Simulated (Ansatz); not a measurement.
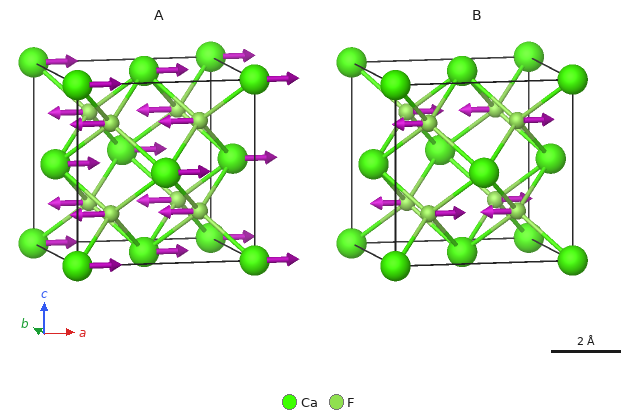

Modes of a crystal of CaF2 relaxed at 6 GPa, space group Fm-3m (No. 225), at the zone centre (one member of each degenerate set). Displacements are drawn as purple arrows; their common scale and sign are arbitrary. The picture is a ball-and-stick view of the conventional cell (4 times the calculation's cell), seen slightly off an axis. Lengths and directions refer to the drawn axes.

These are results of Ansatz, DFT PBEsol, scalar-relativistic, plane waves, PAW, not measurements.

Frequencies are those without the non-analytic (LO–TO) term.

### Give the symmetry species and the selection rules of each.

A is T₁u, infrared-active by symmetry (291 cm⁻¹). B is T₂g, Raman-active by symmetry (351 cm⁻¹). The crystal has a centre of inversion, so no mode is both.
